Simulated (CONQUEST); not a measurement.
**Energy of Li along an even scaling of the cell**

System: Li (2 atoms in the cell).
Method: Kohn-Sham DFT of a periodic cell, PBE, PseudoDojo NC PBE, no spin polarisation (CONQUEST 1.3).

The 7 runs differ only in the geometry, by an even scaling of the cell at fixed fractional positions. The structure derives from an entry of the Crystallography Open Database.

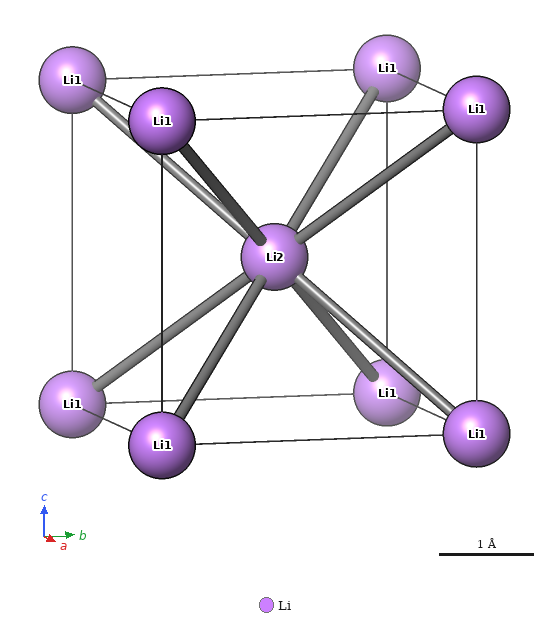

Figure 1. The structure of run 4 (ball-and-stick view of the cell of the calculation, seen slightly off an axis; atoms are numbered from 1 in the order of the input).

**Input of run 4**
```
IO.Title Li
IO.Coordinates coords.dat
IO.FractionalAtomicCoords T
IO.Iprint 2
IO.Iprint_init 1
General.NumberOfSpecies 1
General.PseudopotentialType hamann
AtomMove.TypeOfRun static
AtomMove.FullStress T
Grid.PointsAlongX 36
Grid.PointsAlongY 36
Grid.PointsAlongZ 36
DM.SolutionMethod diagon
Diag.MPMesh T
Diag.GammaCentred T
Diag.MPMeshX 8
Diag.MPMeshY 8
Diag.MPMeshZ 8
Diag.kT 0.00183747
minE.SCTolerance 1e-6
SC.MaxIters 100
IO.AtomChargeOutput T
%block ChemicalSpeciesLabel
1 6.940 Li
%endblock
```

Command:
```bash
Conquest
```

Lattice vectors (Å) and fractional positions of run 4:
```
   3.509300    0.000000    0.000000
   0.000000    3.509300    0.000000
   0.000000    0.000000    3.509300
Li  0.000000  0.000000  0.000000
Li  0.500000  0.500000  0.500000
```

Run 6 has the same physical settings and fractional positions; its lattice vectors (Å) are:
```
   3.555480    0.000000    0.000000
   0.000000    3.555480    0.000000
   0.000000    0.000000    3.555480
```

**Results, with one run withheld**

| run | volume per atom (Å³) | free energy per atom, from the lowest run given (meV) | pressure (GPa) |
| --- | --- | --- | --- |
| 1 | 20.312 | 0.16 | 0.19 |
| 2 | 20.744 | 0.00 | −0.06 |
| 3 | 21.177 | 0.62 | −0.39 |
| 4 | 21.609 | 1.95 | −0.60 |
| 5 | 22.041 | 3.95 | −0.89 |
| 6 | 22.473 | ? | ? |
| 7 | 22.905 | 9.69 | −1.30 |

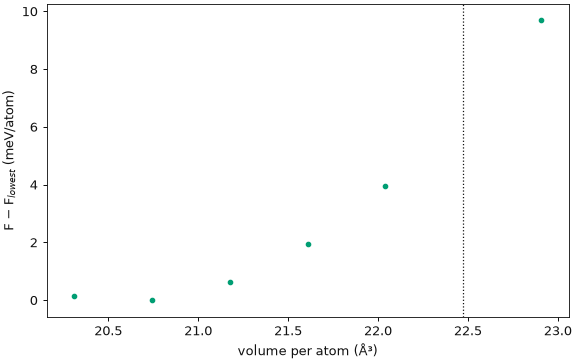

Figure 2. Free energy per atom of the runs given; the dotted line marks run 6.

Estimate the energy of run 6 from the others.

A cubic polynomial in V^(−2/3) (the Birch–Murnaghan form), fitted to the 6 runs given, misses them by under 0.01 meV per atom. With x = V^(−2/3) − 0.12959 Å⁻², it reads F = 1.3375 − 807.43 x + 1.1985e+05 x² − 3.9053e+05 x³ (meV per atom). At run 6 it gives 6.54 meV per atom, and the run itself gives 6.54. The slope of the fit gives a pressure −dF/dV of −1.07 GPa there, and the run prints −1.04 GPa. The fit has its minimum at 20.613 Å³ per atom, where V d²F/dV² gives 14.2 GPa: the bulk modulus at this level, since symmetry fixes the shape and the positions.

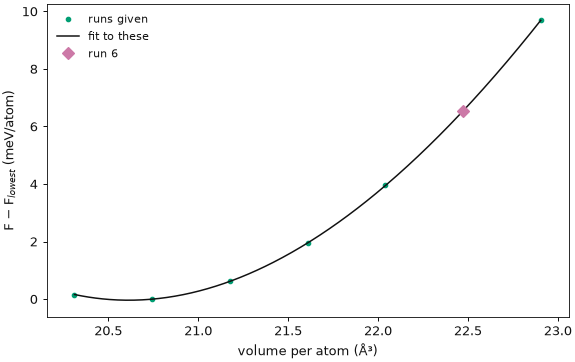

Figure 3. The fit and the withheld run.

**Some lines of the output (run 6)**
```
[...]
      Using Fermi-Dirac smearing
          Free Energy (E-TS)               :       -14.402194511430876 Ha
          DFT Total Energy                 :       -14.401463574489473 Ha
          Free Energy (E-TS)               :       -14.401900430455315 Ha
          DFT Total Energy                 :       -14.401478838688831 Ha
          Free Energy (E-TS)               :       -14.401815279683856 Ha
          DFT Total Energy                 :       -14.401484251716028 Ha
          Free Energy (E-TS)               :       -14.401815278293874 Ha
          DFT Total Energy                 :       -14.401484254232191 Ha
      | Free Energy as E-TS      =       -14.401815278293874 Ha
      |* DFT total energy        =       -14.401484254232191 Ha
    force: Average pressure:     -1.04129757 GPa
```

Notes: With a small basis of atomic orbitals these values can differ much from converged plane-wave results.
